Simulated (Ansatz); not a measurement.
## Single-point calculation, with input and output: C₁₆HSi₁₆ (part 2 of 2)

Continued. System: C₁₆HSi₁₆ (slab, 33 atoms in the cell). Method: DFT PBE+D3(BJ), scalar-relativistic, plane waves, PAW, PAW set soft_1, spin-polarised (Ansatz 0.2.0); cutoff 420 eV, 5×3×1 k-mesh, Gaussian smearing of 0.05 eV, collinear spins. The structure derives from an entry of the Crystallography Open Database.

### Output, continued
```
--- Forces (eV/Å), atoms counted from 1 ---
  atom   1  Si     0.00010640    -2.71170089     1.88418299
  atom   2  Si     0.00011474    -2.71167275     1.88404958
  atom   3  Si    -0.00010640    -2.71170089     1.88418299
  atom   4  Si    -0.00011474    -2.71167275     1.88404958
  atom   5  C      0.00000000     1.76292090    -0.59272833
  atom   6  C      0.00000000     1.76273322    -0.59276210
  atom   7  C      0.00000000     1.76238616    -0.59250434
  atom   8  C      0.00000000     1.76299291    -0.59264558
  atom   9  Si     0.00000000     0.30882315    -1.11317868
  atom  10  Si     0.00000000     0.30900043    -1.11322383
  atom  11  Si     0.00000000     0.30874453    -1.11341684
  atom  12  Si     0.00000000     0.30891547    -1.11334112
  atom  13  C      0.00020783     0.63915167    -0.17363016
  atom  14  C     -0.00011693     0.63912521    -0.17306888
  atom  15  C     -0.00020783     0.63915167    -0.17363016
  atom  16  C      0.00011693     0.63912521    -0.17306888
  atom  17  Si    -0.00039908    -0.00063132    -0.00753895
  atom  18  Si     0.00014064    -0.00075607    -0.00608441
  atom  19  Si     0.00039908    -0.00063132    -0.00753895
  atom  20  Si    -0.00014064    -0.00075607    -0.00608441
  atom  21  C      0.00000000    -0.00152360    -0.00311830
  atom  22  C      0.00000000    -0.00250378    -0.00348163
  atom  23  C      0.00000000    -0.00151970    -0.00294049
  atom  24  C      0.00000000    -0.00299656    -0.00328733
  atom  25  Si     0.00000000    -0.00250428     0.00413959
  atom  26  Si     0.00000000    -0.00363273     0.00720441
  atom  27  Si     0.00000000    -0.00279970     0.00463922
  atom  28  Si     0.00000000    -0.00158468     0.01560349
  atom  29  C     -0.00068523     0.00509605     0.00462542
  atom  30  C      0.00011510     0.00644038     0.00279362
  atom  31  C      0.00068523     0.00509605     0.00462542
  atom  32  C     -0.00011510     0.00644038     0.00279362
  atom  33  H      0.00000000     0.00238941    -0.02554613
  max |Σ_I F_I| component: 7.04e-5 eV/Å
--- Band table (eV; the first three rows and the last of 12) ---
  k-point 0 ↑: bands = ["-16.4681", "-15.0350", "-14.7990", "-14.5922", "-13.6475", "-13.5675", "-13.3916", "-13.0783", "-13.0125", "-12.9055", "-12.3936", "-12.0591", "-11.7911", "-11.6477", "-11.5301", "-11.1250", "-9.9847", "-9.4790", "-8.9291", "-8.6154", "-8.5460", "-8.4617", "-8.2510", "-8.2497", "-8.1871", "-7.6199", "-7.5374", "-7.3099", "-6.1428", "-5.9231", "-5.7435", "-5.7115", "-5.4980", "-5.3888", "-5.3696", "-5.3060", "-5.1294", "-4.6715", "-4.6685", "-4.5976", "-4.5140", "-4.5045", "-3.8674", "-3.8185", "-3.7978", "-3.5686", "-3.3388", "-3.3205", "-3.3172", "-3.2751", "-3.2210", "-3.0949", "-2.9615", "-2.8405", "-2.2358", "-2.2052", "-2.0355", "-1.6953", "-1.6292", "-1.5088", "-1.3881", "-1.3181", "-1.2132", "-1.0998", "-1.0941", "-0.5004", "-0.3304", "-0.0829", "-0.0325", "0.3079", "0.7727", "0.8891", "1.2748", "1.9395", "2.0532", "2.1714", "3.0812", "3.1232", "3.6526", "3.7410", "3.9049", "3.9577", "3.9886", "4.1830", "4.5541", "4.6431", "4.6460", "4.7446", "4.7789", "4.8072", "4.8381", "5.1739", "5.2311", "5.2890", "5.3834", "5.4002", "5.5012", "5.5532"]
  k-point 1 ↑: bands = ["-16.2917", "-15.7706", "-14.4493", "-14.0627", "-13.7854", "-13.4547", "-13.2894", "-13.1838", "-13.0504", "-12.6997", "-12.6628", "-12.1693", "-11.9975", "-11.8640", "-11.4430", "-11.2432", "-9.5455", "-9.0779", "-8.7051", "-8.6769", "-8.4327", "-8.4026", "-8.3406", "-8.1489", "-8.1434", "-8.1321", "-7.9083", "-7.8792", "-6.3867", "-6.2699", "-5.4698", "-5.3944", "-5.3879", "-5.0261", "-4.9482", "-4.8698", "-4.8347", "-4.7086", "-4.6853", "-4.5035", "-4.4813", "-4.3748", "-4.0060", "-3.9168", "-3.9023", "-3.8158", "-3.7603", "-3.6004", "-3.4406", "-3.4104", "-3.2092", "-3.2063", "-3.0680", "-2.7207", "-2.3353", "-1.8765", "-1.8152", "-1.7575", "-1.5610", "-1.5207", "-1.4327", "-1.4095", "-1.1633", "-1.0890", "-1.0000", "-0.3917", "-0.1586", "-0.1355", "0.1432", "0.4179", "0.4299", "1.1074", "1.3841", "2.0333", "2.1777", "2.2422", "2.3651", "3.1364", "3.2974", "3.5248", "3.8387", "3.8405", "3.8593", "4.0074", "4.1018", "4.2468", "4.3821", "4.4174", "4.6209", "4.7846", "4.8459", "5.0007", "5.0750", "5.3112", "5.3324", "5.4629", "5.5666", "5.6440"]
  k-point 2 ↑: bands = ["-16.3382", "-14.9136", "-14.6818", "-14.4774", "-14.4670", "-13.5329", "-13.3622", "-13.2195", "-12.9605", "-12.7823", "-12.4098", "-12.2973", "-12.1007", "-11.5846", "-11.4637", "-11.2106", "-9.4290", "-8.9612", "-8.8407", "-8.7184", "-8.5135", "-8.1762", "-8.1455", "-8.1293", "-7.8051", "-7.5919", "-7.3780", "-6.4539", "-6.2913", "-6.0800", "-6.0408", "-5.8616", "-5.8509", "-5.6140", "-5.4941", "-5.1935", "-5.1314", "-4.7893", "-4.6127", "-4.4955", "-4.4131", "-4.2841", "-4.0878", "-4.0819", "-3.9697", "-3.8830", "-3.7633", "-3.5597", "-3.5259", "-3.4929", "-3.3160", "-3.2341", "-3.1361", "-3.0123", "-2.7265", "-2.3824", "-2.2074", "-1.9290", "-1.8603", "-1.5049", "-1.3660", "-1.2751", "-1.1813", "-1.0699", "-0.9664", "-0.5308", "-0.0764", "-0.0357", "0.3306", "0.3641", "0.8305", "1.3114", "1.4684", "1.8140", "2.2530", "2.6286", "3.4770", "3.6290", "3.7740", "3.8980", "4.0197", "4.1237", "4.2699", "4.3478", "4.4722", "4.6987", "4.8232", "4.8295", "4.9394", "5.0621", "5.0993", "5.1963", "5.2335", "5.3061", "5.3448", "5.4084", "5.4558", "5.4981"]
  k-point 5 ↓: bands = ["-15.7792", "-15.2717", "-15.1562", "-14.6728", "-13.9585", "-13.5953", "-13.3726", "-13.3684", "-13.0785", "-12.9091", "-12.3784", "-12.2327", "-12.1862", "-11.7931", "-11.7620", "-11.4272", "-8.7597", "-8.6768", "-8.3326", "-8.3290", "-8.0737", "-8.0020", "-7.9455", "-7.7737", "-7.2319", "-6.8791", "-6.7798", "-6.7746", "-6.4213", "-6.2185", "-6.0663", "-5.9505", "-5.7208", "-5.6264", "-5.5780", "-5.4756", "-5.4548", "-5.3189", "-5.0020", "-4.8454", "-4.6491", "-4.6169", "-4.3995", "-4.1213", "-4.1173", "-4.0427", "-3.8530", "-3.7749", "-3.7256", "-3.5919", "-3.5513", "-3.4627", "-3.3601", "-3.1424", "-3.0619", "-2.8022", "-1.8788", "-1.7666", "-1.5590", "-1.4979", "-1.2967", "-1.2448", "-1.0764", "-0.9994", "-0.0768", "-0.0201", "0.0905", "0.2173", "1.0027", "1.0687", "1.3009", "1.5473", "2.6279", "2.8097", "3.2321", "3.2461", "3.4267", "3.7146", "3.8401", "3.8851", "4.0166", "4.1081", "4.2616", "4.5749", "4.7184", "4.7684", "4.8037", "5.0527", "5.1391", "5.1830", "5.2456", "5.3091", "5.4191", "5.4488", "5.6305", "5.8107", "5.8486", "5.9577"]
--- Löwdin populations: 33 sites ---
  site symbol       q [e]    m [muB]
     0     Si      3.0397     0.0000
     1     Si      3.0397    -0.0003
     2     Si      3.0397     0.0000
     3     Si      3.0397    -0.0003
     4      C      4.8693     0.0001
     5      C      4.8693     0.0009
     6      C      4.8693     0.0004
     7      C      4.8693     0.0008
     8     Si      2.9917    -0.0000
     9     Si      2.9917    -0.0000
    10     Si      2.9917     0.0000
    11     Si      2.9916    -0.0001
    12      C      4.9126     0.0002
    13      C      4.9126     0.0002
    14      C      4.9126     0.0002
    15      C      4.9126     0.0002
    16     Si      2.9690     0.0004
    17     Si      2.9690    -0.0000
    18     Si      2.9690     0.0004
    19     Si      2.9690    -0.0000
    20      C      4.9456    -0.0000
    21      C      4.9455     0.0001
    22      C      4.9456     0.0000
    23      C      4.9447     0.0002
    24     Si      2.9013    -0.0000
    25     Si      2.9017     0.0000
    26     Si      2.9015    -0.0003
    27     Si      2.9059    -0.0029
    28      C      4.9343     0.0024
    29      C      4.9341     0.0001
    30      C      4.9343     0.0024
    31      C      4.9341     0.0001
    32      H      0.9967     0.9923
  spilling = 0.013531 (of n_electrons = 129.000000)
```

### File populations.tsv
```
# site	symbol	l	j	q_up	q_dn
# orbitals = lowdin
# n_electrons = 129.000000
# spilling = 0.013531
0	Si	0_3S	-	0.548017	0.547991
0	Si	1_3P	-	0.971847	0.971860
1	Si	0_3S	-	0.547985	0.548031
1	Si	1_3P	-	0.971743	0.971965
2	Si	0_3S	-	0.548017	0.547991
2	Si	1_3P	-	0.971847	0.971860
3	Si	0_3S	-	0.547985	0.548031
3	Si	1_3P	-	0.971743	0.971965
4	C	0_2S	-	0.624381	0.624364
4	C	1_2P	-	1.810341	1.810217
5	C	0_2S	-	0.624393	0.624345
5	C	1_2P	-	1.810704	1.809866
6	C	0_2S	-	0.624375	0.624363
6	C	1_2P	-	1.810469	1.810102
7	C	0_2S	-	0.624418	0.624325
7	C	1_2P	-	1.810628	1.809925
8	Si	0_3S	-	0.479054	0.479066
8	Si	1_3P	-	1.016766	1.016779
9	Si	0_3S	-	0.479065	0.479062
9	Si	1_3P	-	1.016742	1.016792
10	Si	0_3S	-	0.479057	0.479061
10	Si	1_3P	-	1.016775	1.016759
11	Si	0_3S	-	0.479031	0.479072
11	Si	1_3P	-	1.016705	1.016756
12	C	0_2S	-	0.593874	0.593789
12	C	1_2P	-	1.862505	1.862435
13	C	0_2S	-	0.593850	0.593812
13	C	1_2P	-	1.862552	1.862423
14	C	0_2S	-	0.593874	0.593789
14	C	1_2P	-	1.862505	1.862435
15	C	0_2S	-	0.593850	0.593812
15	C	1_2P	-	1.862552	1.862423
16	Si	0_3S	-	0.469509	0.469509
16	Si	1_3P	-	1.015206	1.014784
17	Si	0_3S	-	0.469518	0.469524
17	Si	1_3P	-	1.014974	1.014983
18	Si	0_3S	-	0.469509	0.469509
18	Si	1_3P	-	1.015206	1.014784
19	Si	0_3S	-	0.469518	0.469524
19	Si	1_3P	-	1.014974	1.014983
20	C	0_2S	-	0.582525	0.582565
20	C	1_2P	-	1.890245	1.890252
21	C	0_2S	-	0.582545	0.582523
21	C	1_2P	-	1.890282	1.890175
22	C	0_2S	-	0.582584	0.582529
22	C	1_2P	-	1.890215	1.890227
23	C	0_2S	-	0.582394	0.582412
23	C	1_2P	-	1.890044	1.889853
24	Si	0_3S	-	0.496245	0.496244
24	Si	1_3P	-	0.954413	0.954415
25	Si	0_3S	-	0.496204	0.496241
25	Si	1_3P	-	0.954663	0.954615
26	Si	0_3S	-	0.496236	0.496255
26	Si	1_3P	-	0.954354	0.954647
27	Si	0_3S	-	0.496077	0.496316
27	Si	1_3P	-	0.955416	0.958082
28	C	0_2S	-	0.602340	0.601329
28	C	1_2P	-	1.866009	1.864623
29	C	0_2S	-	0.601953	0.601945
29	C	1_2P	-	1.865130	1.865084
30	C	0_2S	-	0.602340	0.601329
30	C	1_2P	-	1.866009	1.864623
31	C	0_2S	-	0.601953	0.601945
31	C	1_2P	-	1.865130	1.865084
32	H	0_1S	-	0.994490	0.002204
```

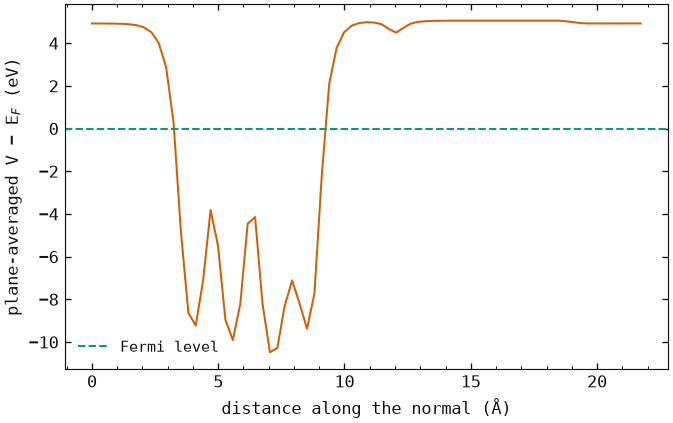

*Plane average of the electrostatic potential energy of an electron across the cell, from the Fermi level.*

The vacuum level lies 5.05 eV above the Fermi level on the upper side and 4.92 eV on the lower.

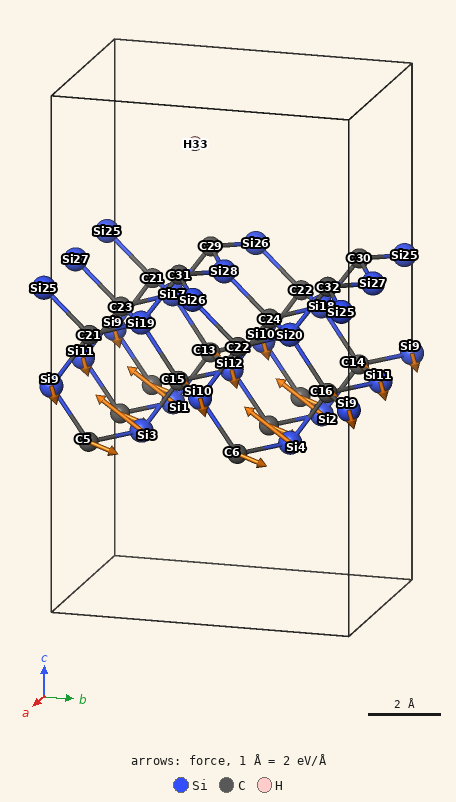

*Forces on the atoms as orange arrows (ball-and-stick view of the cell of the calculation, with the vacuum cut short, seen slightly off an axis; atoms are numbered from 1 in the order of the input); the smallest are left out.*

The largest act on Si1, Si2, Si3, Si4 (3.30 eV/Å); C5, C6, C7, C8 (1.86 eV/Å); Si9, Si10, Si11, Si12 (1.16 eV/Å). The geometry is not a stationary point of this energy.

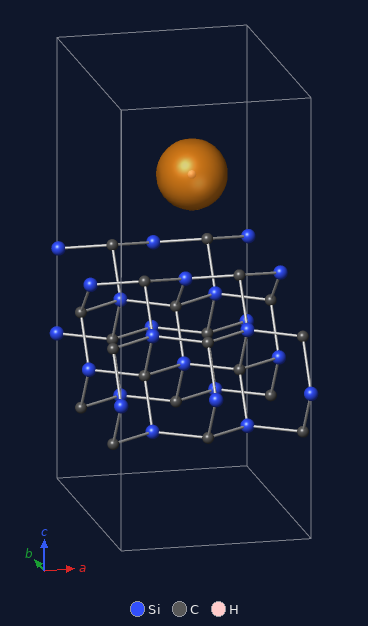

*Isosurfaces of the spin density (up minus down) at +0.03 (orange) and −0.03 e/Å³ (purple), seen slightly off an axis. Sticks mark near contacts.*

The spin density sits on H: +0.9 μB in one cell of 33 atoms: a single local moment. The cell of the calculation (33 atoms) carries 1.0 μB net. Only one sign reaches the isovalue. Core electrons are frozen (PAW), so the fields are smoothed inside the atomic spheres.

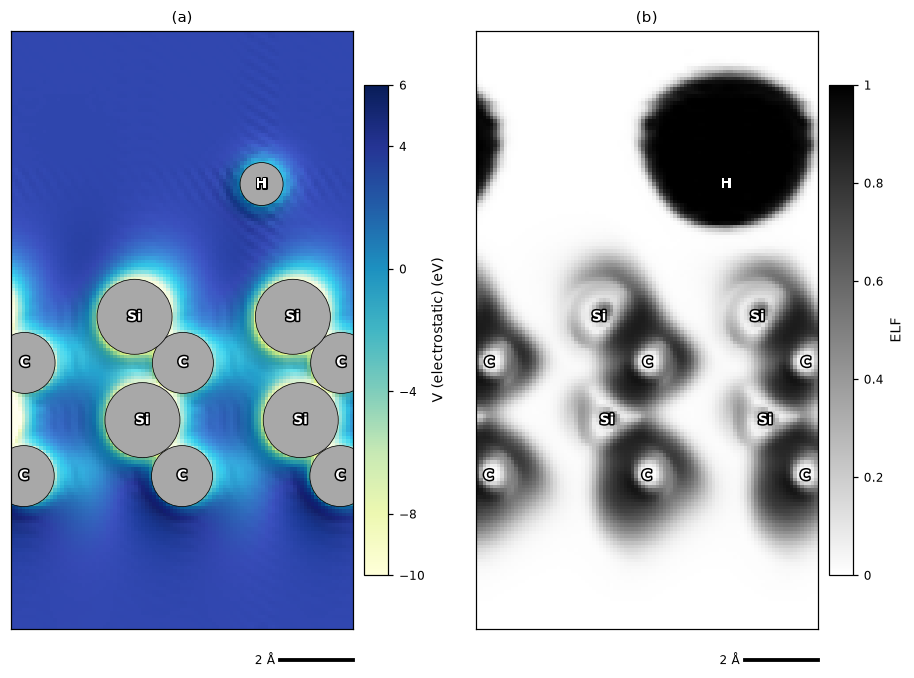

*(a) electrostatic potential (local pseudopotential plus Hartree) felt by an electron; (b) ELF on the (100) plane of the calculation cell, a cut from vacuum to vacuum. Grey discs, where drawn, cover atomic cores.*

Si–C (1.88 Å): the ELF peaks at about 0.90 between the atoms, which marks a shared electron pair. Si–C (1.93 Å): the ELF peaks at about 0.90 between the atoms (localised, shared-pair bonding).

### Summary

| quantity | value |
| --- | --- |
| outcome | converged |
| electrons treated | 129 |
| free energy | −14193.1626 eV |
| work function, top face | 5.05 eV |
| work function, bottom face | 4.92 eV |
| Fermi energy | −0.706 eV |
| gap on the k-point mesh | 0.34 eV |
| net moment of the cell | 1.00 μB |
| integrated absolute moment | 1.02 μB |
| work function (upper face) | 5.05 eV |
| largest force (length of the vector) | 3.302 eV/Å |
| wall time | 88 s (CPU time 5.5 min) |
| peak memory | 2.9 GiB |

### Notes

The program warns: the state was not tested for a lower one; the exchange-correlation potential is rough where the density is thin.
